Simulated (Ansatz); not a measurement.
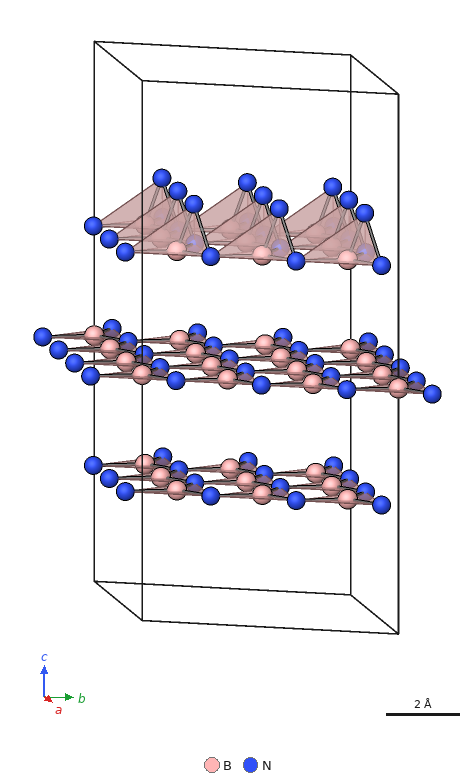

Figure 1. The input geometry (polyhedral view of the 3 × 3 repeat of the cell, with the vacuum cut short, seen slightly off an axis; polyhedra are completed across the faces of the cell). An atom can appear more than once, as a periodic image.

**B3N4: geometry relaxation (part 1 of 4)**

System: B3N4 (slab, 7 atoms in the cell).
Method: DFT PBE+D3(BJ), scalar-relativistic, plane waves, PAW, spin-polarised (Ansatz 0.2.0).

The structure derives from a Materials Project entry. The input holds or restrains some coordinates. Forces given for the steps count only the free coordinates. It belongs to a series of runs on one base structure; here: N put at a bridge B-N site.

The input
```yaml
crystal:
  lattice:
    - [2.5051851808, 0.0, 0.0]
    - [1.2500915904, 2.17099604, 0.0]
    - [0.0, 0.0, 25.6789643053]
  atoms:
    - { symbol: B, position: [0.4998931263, 0.4998931263, 0.3310102346] }
    - { symbol: "N", position: [0.8334068837, 0.8334068837, 0.3310102346] }
    - { symbol: B, position: [0.9998931263, 0.9998931263, 0.4610576195] }
    - { symbol: "N", position: [0.3334068837, 0.3334068837, 0.4610576195] }
    - { symbol: B, position: [0.4998931263, 0.4998931263, 0.5911050043] }
    - { symbol: "N", position: [0.8334068837, 0.8334068837, 0.5911050043] }
    - { symbol: "N", position: [0.666650005, 0.666650005, 0.6448454895], spin: 3.0 }
basis:
  ecutwfc: 420
kpoints:
  mp_grid: { grid: [12, 12, 1] }
hamiltonian:
  xc: pbe
  dispersion: d3bj
scf:
  occupations: { method: gaussian, width: 0.05 }
output:
  forces: true
  eigenvalues: true
  populations: true
  write_density: true
  write_potential: true
  elf: true
  volumetric_format: npy
magnetization:
  spin_polarized: true
relax:
  adjacent_minimum: "off"
  f_tol: 0.03
  max_steps: 70
  constraints: [{ sites: [0, 1] }]
efield:
  axis: 3
  dipole_correction: true
  ramp_width: 0.04
```

Hardware: 1 thread of Arm Neoverse V2, 24 GiB of memory available, shared host.

Command:
```bash
ansatz run input.yaml --threads 1 --pin off --max-ram 2560MiB --backend cpu --events-out ev --progress --plain --runs-dir out
```

Output
```
Engine: ansatz 0.2.0, aarch64-unknown-linux-gnu
Pseudopotentials: kind: paw
Pseudopotential: B, paw, valence charge 3, recommended cutoff 420 eV (normal), B.paw.azcp
Pseudopotential: N, paw, valence charge 5, recommended cutoff 420 eV (normal), N.paw.azcp
Functional definition: PBE
  parameter kappa = 0.804
  parameter beta = 0.06672455060314922
  exchange = pbe_x(kappa = kappa, mu = beta*pi^2/3)
  correlation = pbe_c(beta = beta)
Crystal: 7 atoms, lattice volume = 139.661 Å³
Basis set: ecut = 420 eV, 2719 PW (Γ), exchange–correlation on 36×36×360 points (8 copies of the dense FFT grid, shifted against one another)
Bands: 23, of which v1, the nominal top of the filled ones, is band 15 counted from 1 (14 counted from 0)
Symmetry: 2 space group operations
k-points: 43 of 144 (time reversal used)
Non-local potential: B, projectors of the file, l = 0: 2, l = 1: 2, l = 2: 1
Non-local potential: N, projectors of the file, l = 0: 2, l = 1: 2, l = 2: 1
PAW form: soft (Blöchl's): semilocal exchange-correlation on the pseudo side does not see the compensation charge
PAW one-centre angular grid: B, 110 points (default); XC on 64 Gauss nodes
PAW one-centre angular grid: N, 110 points (default); XC on 64 Gauss nodes
Starting moments: Σ|m| = 3 μB on 1 of 7 sites
Initial wavefunctions: pseudopotential atomic-orbital guess
Functional: x = pbe(κ = 0.804, μ = 0.2195149727645171), c = pbe(β = 0.06672455060314922)
SCF iter   1: F=—  HF=-2009.945579 eV  |F-HF|=—  |Δ(HF+E_count)|=         —  Δρ=6.49e-2 (↑6.11e-2 ↓6.49e-2)  dr2=1.35e1  dr2_m=1.77e0  M=1.000 μB ∫|m|=1.313 μB  β_m=0.30  ethr=3.10e-3  p=-0.000 e·Å  D=-1.73e-7 V/Å  ΔV_dip=0.00 eV  dr2_dipole=4.36e-2  V_vac-E_F(+/−)=7.69/7.69 eV  ⟨swp⟩=9.2  Hψ=12741  notcnv=0  defer=18
efield: sawtooth ramp at fractional position 0.9679 (placed from the atoms, in the widest stretch of the axis that holds none; the zero of the levels goes with the place), width 0.0400; the density the first Hamiltonian is built on has a dipole p = -0.000 e·Å; the dipole correction subtracts the counter field D = -1.73e-7 V/Å, which shifts the + side's vacuum level by +0.00 eV against the − side's; the planar-averaged density in the ramp window peaks in size at 2.8e-7 e/Å³
preconditioner: auto → LDOS  [metal: Δε(μ)=0.027 eV  Ē_g=17.122 eV  σ=0.050 eV  W_gap=0.28  n_scr=16 (ndim 8)  ℏωp=16.9 eV  f_vac=0.547  D(μ)=0.74/eV (n_scr^D=8)]
spin=Collinear: LDOS preconditioning applied to the charge; magnetization (m = ρ↑ − ρ↓) channel mixes plain (no charge-response kernel on spin).
SCF iter   2: F=—  HF=-2006.712220 eV  |F-HF|=—  |Δ(HF+E_count)|=    3.23e0  Δρ=3.75e-2 (↑3.53e-2 ↓3.75e-2)  dr2=2.46e0  dr2_m=9.50e-1  M=1.000 μB ∫|m|=1.249 μB  β_m=0.30  ethr=3.10e-3  p=-0.089 e·Å  D=-1.15e-1 V/Å  ΔV_dip=2.95 eV  dr2_dipole=5.94e-4  V_vac-E_F(+/−)=7.75/4.80 eV  ⟨swp⟩=3.4  Hψ=4966  notcnv=0  defer=322  κ⁻¹=1.0e0(r=1)
preconditioner: auto → none  [insulator: Δε(μ)=0.073 eV  Ē_g=16.219 eV  σ=0.050 eV  W_gap=0.50  n_scr=16 (ndim 8)  ℏωp=16.9 eV  f_vac=0.553  D(μ)=0.66/eV (n_scr^D=6)  ε∞_Penn≈2.1]
SCF iter   3: F=—  HF=-2006.322913 eV  |F-HF|=—  |Δ(HF+E_count)|=   3.89e-1  Δρ=2.53e-2 (↑2.19e-2 ↓2.53e-2)  dr2=4.87e-1  dr2_m=5.10e-1  M=1.000 μB ∫|m|=1.190 μB  β_m=0.30  ethr=3.10e-3  p=-0.106 e·Å  D=-1.38e-1 V/Å  ΔV_dip=3.53 eV  dr2_dipole=7.02e-3  V_vac-E_F(+/−)=7.20/3.67 eV  ⟨swp⟩=3.4  Hψ=3849  notcnv=0  defer=316  κ⁻¹=6.2e-2(r=2)
SCF iter   4: F=—  HF=-2006.428214 eV  |F-HF|=—  |Δ(HF+E_count)|=   1.05e-1  Δρ=1.97e-2 (↑1.97e-2 ↓1.62e-2)  dr2=2.30e-1  dr2_m=3.65e-1  M=0.898 μB ∫|m|=1.063 μB  β_m=0.30  ethr=1.68e-3  p=-0.152 e·Å  D=-1.97e-1 V/Å  ΔV_dip=5.07 eV  dr2_dipole=1.73e-2  V_vac-E_F(+/−)=7.35/2.28 eV  ⟨swp⟩=3.8  Hψ=3724  notcnv=0  defer=298  κ⁻¹=5.3e-2(r=3)
SCF iter   5: F=—  HF=-2006.516844 eV  |F-HF|=—  |Δ(HF+E_count)|=   8.86e-2  Δρ=1.49e-2 (↑1.49e-2 ↓1.43e-2)  dr2=1.60e-2  dr2_m=2.62e-1  M=0.802 μB ∫|m|=0.941 μB  β_m=0.30  ethr=7.93e-4  p=-0.129 e·Å  D=-1.68e-1 V/Å  ΔV_dip=4.31 eV  dr2_dipole=1.65e-4  V_vac-E_F(+/−)=7.06/2.75 eV  ⟨swp⟩=3.2  Hψ=3481  notcnv=0  defer=299  κ⁻¹=1.5e-3(r=4)
SCF iter   6: F=—  HF=-2006.604094 eV  |F-HF|=—  |Δ(HF+E_count)|=   8.73e-2  Δρ=1.45e-2 (↑1.45e-2 ↓1.33e-2)  dr2=1.09e-2  dr2_m=2.39e-1  M=0.656 μB ∫|m|=0.783 μB  β_m=0.30  ethr=5.52e-5  p=-0.134 e·Å  D=-1.73e-1 V/Å  ΔV_dip=4.44 eV  dr2_dipole=7.44e-7  V_vac-E_F(+/−)=7.16/2.72 eV  ⟨swp⟩=2.4  Hψ=3611  notcnv=0  defer=297  κ⁻¹=1.3e-4(r=5)
SCF iter   7: F=—  HF=-2006.675557 eV  |F-HF|=—  |Δ(HF+E_count)|=   7.15e-2  Δρ=1.24e-2 (↑1.24e-2 ↓1.19e-2)  dr2=5.73e-3  dr2_m=1.83e-1  M=0.566 μB ∫|m|=0.681 μB  β_m=0.30  ethr=3.77e-5  p=-0.135 e·Å  D=-1.74e-1 V/Å  ΔV_dip=4.48 eV  dr2_dipole=1.30e-6  V_vac-E_F(+/−)=7.23/2.75 eV  ⟨swp⟩=2.0  Hψ=2746  notcnv=0  defer=297  κ⁻¹=4.5e-5(r=6)
SCF iter   8: F=—  HF=-2006.727974 eV  |F-HF|=—  |Δ(HF+E_count)|=   5.24e-2  Δρ=9.98e-3 (↑9.98e-3 ↓9.79e-3)  dr2=3.31e-4  dr2_m=1.25e-1  M=0.515 μB ∫|m|=0.611 μB  β_m=0.30  ethr=1.97e-5  p=-0.136 e·Å  D=-1.76e-1 V/Å  ΔV_dip=4.51 eV  dr2_dipole=1.23e-6  V_vac-E_F(+/−)=7.28/2.77 eV  ⟨swp⟩=2.2  Hψ=3607  notcnv=0  defer=295  κ⁻¹=2.3e-5(r=7)
SCF iter   9: F=—  HF=-2006.764663 eV  |F-HF|=—  |Δ(HF+E_count)|=   3.67e-2  Δρ=7.71e-3 (↑7.66e-3 ↓7.71e-3)  dr2=1.29e-4  dr2_m=7.56e-2  M=0.500 μB ∫|m|=0.577 μB  β_m=0.30  ethr=1.14e-6  p=-0.135 e·Å  D=-1.75e-1 V/Å  ΔV_dip=4.50 eV  dr2_dipole=1.78e-6  V_vac-E_F(+/−)=7.37/2.87 eV  ⟨swp⟩=3.1  Hψ=3833  notcnv=0  defer=298  κ⁻¹=5.7e-7(r=8)
SCF iter  10: F=—  HF=-2006.786877 eV  |F-HF|=—  |Δ(HF+E_count)|=   2.22e-2  Δρ=6.48e-3 (↑6.48e-3 ↓6.27e-3)  dr2=1.53e-4  dr2_m=5.19e-2  M=0.473 μB ∫|m|=0.536 μB  β_m=0.91  ethr=4.45e-7  p=-0.136 e·Å  D=-1.76e-1 V/Å  ΔV_dip=4.52 eV  dr2_dipole=5.36e-6  V_vac-E_F(+/−)=7.42/2.90 eV  ⟨swp⟩=3.1  Hψ=4217  notcnv=0  defer=289
Mixer restart at iter 10: flushing history
spin-set hold released at iteration 10 (site moments contracting): the magnetisation degrees of freedom join the quasi-Newton model from the next iteration; the mixer history was flushed
SCF iter  11: F=—  HF=-2006.831403 eV  |F-HF|=—  |Δ(HF+E_count)|=   4.45e-2  Δρ=6.78e-3 (↑6.78e-3 ↓5.62e-3)  dr2=1.46e-3  dr2_m=4.83e-2  M=0.278 μB ∫|m|=0.327 μB  β_m=0.75  ethr=4.45e-7  p=-0.135 e·Å  D=-1.75e-1 V/Å  ΔV_dip=4.49 eV  dr2_dipole=3.74e-6  V_vac-E_F(+/−)=7.46/2.96 eV  ⟨swp⟩=4.0  Hψ=5160  notcnv=0  defer=287  κ⁻¹=1.0e0(r=1)
density mixer auto → broyden: no gap read (density of states about μ 0.39 of a free-electron gas's, 16 screened modes)
SCF iter  12: F=—  HF=-2006.854507 eV  |F-HF|=—  |Δ(HF+E_count)|=   2.31e-2  Δρ=4.91e-3 (↑4.91e-3 ↓3.98e-3)  dr2=1.04e-3  dr2_m=2.46e-2  M=0.244 μB ∫|m|=0.281 μB  β_m=1.20  ethr=4.45e-7  p=-0.136 e·Å  D=-1.76e-1 V/Å  ΔV_dip=4.51 eV  dr2_dipole=2.30e-6  V_vac-E_F(+/−)=7.53/3.02 eV  ⟨swp⟩=3.3  Hψ=4586  notcnv=0  defer=287  κ⁻¹=7.4e-1(r=2)
SCF iter  13: F=—  HF=-2006.886224 eV  |F-HF|=—  |Δ(HF+E_count)|=   3.17e-2  Δρ=6.47e-4 (↑6.47e-4 ↓4.85e-4)  dr2=2.69e-4  dr2_m=1.68e-4  M=0.165 μB ∫|m|=0.178 μB  β_m=1.20  ethr=4.45e-7  p=-0.137 e·Å  D=-1.77e-1 V/Å  ΔV_dip=4.56 eV  dr2_dipole=6.20e-6  V_vac-E_F(+/−)=7.58/3.02 eV  ⟨swp⟩=4.3  Hψ=5423  notcnv=0  defer=289  κ⁻¹=3.6e-3(r=3)
SCF iter  14: F=—  HF=-2006.890115 eV  |F-HF|=—  |Δ(HF+E_count)|=   3.89e-3  Δρ=3.87e-4 (↑2.80e-4 ↓3.87e-4)  dr2=1.51e-4  dr2_m=8.60e-6  M=0.162 μB ∫|m|=0.172 μB  β_m=1.20  ethr=4.45e-7  p=-0.136 e·Å  D=-1.76e-1 V/Å  ΔV_dip=4.53 eV  dr2_dipole=2.93e-6  V_vac-E_F(+/−)=7.58/3.05 eV  ⟨swp⟩=2.5  Hψ=3742  notcnv=0  defer=291  κ⁻¹=2.3e-3(r=4)
SCF iter  15: F=—  HF=-2006.892497 eV  |F-HF|=—  |Δ(HF+E_count)|=   2.38e-3  Δρ=2.46e-4 (↑2.46e-4 ↓2.27e-4)  dr2=6.53e-5  dr2_m=8.90e-6  M=0.160 μB ∫|m|=0.169 μB  β_m=1.20  ethr=4.45e-7  p=-0.137 e·Å  D=-1.77e-1 V/Å  ΔV_dip=4.55 eV  dr2_dipole=1.16e-6  V_vac-E_F(+/−)=7.58/3.03 eV  ⟨swp⟩=2.0  Hψ=3127  notcnv=0  defer=291  κ⁻¹=1.3e-3(r=5)
SCF iter  16: F=—  HF=-2006.894388 eV  |F-HF|=—  |Δ(HF+E_count)|=   1.89e-3  Δρ=1.63e-4 (↑1.63e-4 ↓1.15e-4)  dr2=5.27e-6  dr2_m=2.06e-5  M=0.156 μB ∫|m|=0.163 μB  β_m=1.20  ethr=7.76e-8  p=-0.136 e·Å  D=-1.77e-1 V/Å  ΔV_dip=4.53 eV  dr2_dipole=7.44e-8  V_vac-E_F(+/−)=7.57/3.04 eV  ⟨swp⟩=23.8  Hψ=25389  notcnv=0  κ⁻¹=2.9e-4(r=6)
SCF iter  17: F=—  HF=-2006.894459 eV  |F-HF|=—  |Δ(HF+E_count)|=   7.11e-5  Δρ=5.33e-5 (↑5.01e-5 ↓5.33e-5)  dr2=2.07e-6  dr2_m=2.20e-6  M=0.153 μB ∫|m|=0.160 μB  β_m=1.20  ethr=1.82e-8  p=-0.136 e·Å  D=-1.77e-1 V/Å  ΔV_dip=4.54 eV  dr2_dipole=6.09e-9  V_vac-E_F(+/−)=7.57/3.03 eV  ⟨swp⟩=15.7  Hψ=18023  notcnv=0  κ⁻¹=2.6e-5(r=7)
SCF iter  18: F=—  HF=-2006.894454 eV  |F-HF|=—  |Δ(HF+E_count)|=   5.34e-6  Δρ=3.57e-5 (↑2.00e-5 ↓3.57e-5)  dr2=1.31e-6  dr2_m=4.40e-7  M=0.153 μB ∫|m|=0.159 μB  β_m=1.20  ethr=7.13e-9  p=-0.136 e·Å  D=-1.77e-1 V/Å  ΔV_dip=4.54 eV  dr2_dipole=2.50e-9  V_vac-E_F(+/−)=7.57/3.03 eV  ⟨swp⟩=13.8  Hψ=16069  notcnv=0  κ⁻¹=1.0e-6(r=8)
SCF iter  19: F=—  HF=-2006.894449 eV  |F-HF|=—  |Δ(HF+E_count)|=   4.36e-6  Δρ=1.87e-5 (↑1.01e-5 ↓1.87e-5)  dr2=1.14e-7  dr2_m=2.07e-7  M=0.153 μB ∫|m|=0.159 μB  β_m=1.20  ethr=4.52e-9  p=-0.136 e·Å  D=-1.77e-1 V/Å  ΔV_dip=4.54 eV  dr2_dipole=4.97e-10  V_vac-E_F(+/−)=7.57/3.03 eV  ⟨swp⟩=12.5  Hψ=15608  notcnv=0  κ⁻¹=4.5e-7(r=8)
SCF iter  20: F=—  HF=-2006.894462 eV  |F-HF|=—  |Δ(HF+E_count)|=   1.24e-5  Δρ=1.31e-5 (↑3.98e-6 ↓1.31e-5)  dr2=8.92e-8  dr2_m=7.05e-8  M=0.153 μB ∫|m|=0.160 μB  β_m=1.20  ethr=3.94e-10  p=-0.136 e·Å  D=-1.77e-1 V/Å  ΔV_dip=4.54 eV  dr2_dipole=1.67e-10  V_vac-E_F(+/−)=7.57/3.03 eV  ⟨swp⟩=15.0  Hψ=16772  notcnv=0  κ⁻¹=3.6e-7(r=8)
SCF iter  21: F=-2006.894462 eV  HF=-2006.894462 eV  |F-HF|=2.92e-8  |Δ(HF+E_count)|=   3.99e-7  Δρ=1.54e-6 (↑9.19e-7 ↓1.54e-6)  dr2=2.01e-9  dr2_m=9.35e-10  M=0.153 μB ∫|m|=0.160 μB  ethr=3.07e-10  p=-0.136 e·Å  D=-1.77e-1 V/Å  ΔV_dip=4.54 eV  dr2_dipole=5.40e-12  V_vac-E_F(+/−)=7.57/3.03 eV  ⟨swp⟩=11.8  Hψ=14195  notcnv=0
SCF 1 converged in 21 iterations: F = -2006.894462 eV  dr2 = 2.01e-9
  greatest PAW one-centre occupation: 0.857 electrons in one spin orbital (limit 2), on the N atom at site 6 (counted from 0), in its partial waves of l = 0
relax step   1: F+E_penalty+E_count = -2006.89446210 eV  Δ(F+E_penalty+E_count) = +0.000e0 eV  max|allowed force component| = 2.431e0 eV/Å  Δτ_max = 0.0000 Å  (21 SCF iters, dr2 threshold 2.25e-5 eV, accepted)
Initial density: handed on by an earlier stage of this run
Starting moments: Σ|m| = 3 μB on 1 of 7 sites; this step starts from the density that it was given
Initial wavefunctions: those handed on with the density
iter 1 solved again at ethr=1.99e-3 eV; its pass at ethr=3.10e-3 eV (dr2=5.78e-1 eV) is discarded
```
